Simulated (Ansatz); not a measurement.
Here is a crystal structure:

```cif
data_structure
_symmetry_space_group_name_H-M 'P 1'
_symmetry_Int_Tables_number 1
_cell_length_a 3.7306
_cell_length_b 3.7306
_cell_length_c 17.7490
_cell_angle_alpha 90.000
_cell_angle_beta 90.000
_cell_angle_gamma 120.000
_cell_volume 213.92
loop_
_atom_site_label
_atom_site_type_symbol
_atom_site_fract_x
_atom_site_fract_y
_atom_site_fract_z
_atom_site_occupancy
Ga1 Ga 0.66667 0.33333 0.76871 1
Ga2 Ga 0.66667 0.33333 0.89796 1
P1 P 0.33333 0.66667 0.72406 1
P2 P 0.00000 0.00000 0.94261 1
Ga3 Ga 0.33333 0.66667 0.10204 1
Ga4 Ga 0.33333 0.66667 0.23129 1
P3 P 0.00000 0.00000 0.05739 1
P4 P 0.66667 0.33333 0.27594 1
Ga5 Ga 0.00000 0.00000 0.43537 1
Ga6 Ga 0.00000 0.00000 0.56463 1
P5 P 0.66667 0.33333 0.39072 1
P6 P 0.33333 0.66667 0.60928 1
```

Before looking at a picture, describe the arrangement of atoms.

Answer. The formula is GaP. The atoms follow space group R-3m (No. 166); the Bravais lattice is rhombohedral (trigonal R). In the cell are 6 Ga, 6 P, which makes 6 formula units. Each Ga has three P and one Ga in a tetrahedral arrangement (2.30 Å to P, 2.29 Å to Ga). P sits among three Ga and one P in a distorted tetrahedral arrangement (2.30 Å to Ga, 2.04 Å to P). The bonds build a three-dimensional framework.

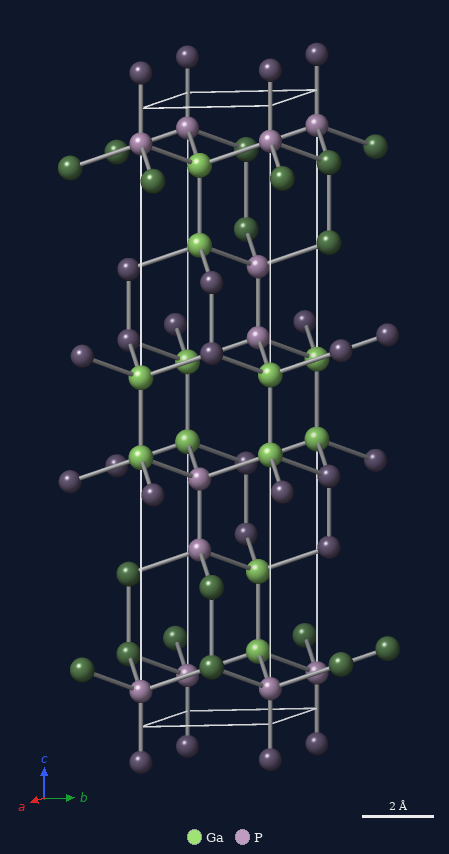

The figure gives a ball-and-stick picture of the atoms, viewed slightly off an axis. Lines trace the edges of the conventional unit cell. Neighbours across the faces are drawn wherever a bond reaches them, in fainter colours. Colours: gallium green, phosphorus pink.

The initial geometry was a structure listed in the Materials Project. The cell was then strained or its atoms displaced on purpose. It went into a calculation with Ansatz.

At this level of theory the cell isn't at rest (compressed, at 11 GPa and forces up to 1.8 eV/Å), so its distances can differ from those at equilibrium, the more so the softer the solid.
